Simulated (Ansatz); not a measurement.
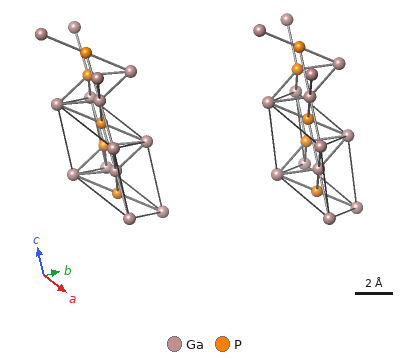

Two geometries of a crystal of GaP (a generated structure, set up in I4_1/amd), drawn at one scale. One is the start of a relaxation, the other its converged end. The picture is a ball-and-stick view of the cell of the calculation, repeated 1 × 1 × 2 with one cell outlined, seen slightly off an axis.

Method: Ansatz 0.2.0, DFT PBE, scalar-relativistic, plane waves, PAW. Settings: plane-wave cutoff 420 eV; k-point mesh 12 × 12 × 12; occupations gaussian; smearing width 0.1 eV; no spin polarisation; cell and atoms relaxed; force threshold 0.01 eV/Å; at most 80 steps.

**Which geometry has the lower energy?**

The left one is the relaxed one. The atoms keep their places relative to the cell (all moves are under 0.005 Å). The volume changes by −2.8 %, with a = b = c 4.476 → 4.463 Å (−0.3 %), α 108.9° → 114.4°, β 108.9° → 114.4°, γ 110.7° → 100.1°. Some distances before and after: Ga–P 2.546 → 2.866 Å, Ga–P 2.898 → 2.812 Å, Ga–Ga 2.898 → 2.812 Å. Bond angles that change, for instance: Ga–Ga–Ga 127.9° → 118.7°, Ga–Ga–P 116.1° → 120.6°, Ga–Ga–P 63.9° → 59.4°. The space group stays I4_1/amd (No. 141). Over 9 accepted moves (11 points after the start) the energy falls by 23.9 meV per atom. All forces vanish by symmetry, so only the cell relaxes. Pressure: 0.25 GPa at the start and 0.00 GPa at the end. The SCF was repeated twice at an unchanged geometry on a basis and grid sized afresh for the cell, which shifted the energy by 0.6 meV per atom at most. The run took 7.9 min on 1 thread of AMD EPYC (Zen 3), on a shared host, peak memory 0.53 GiB.
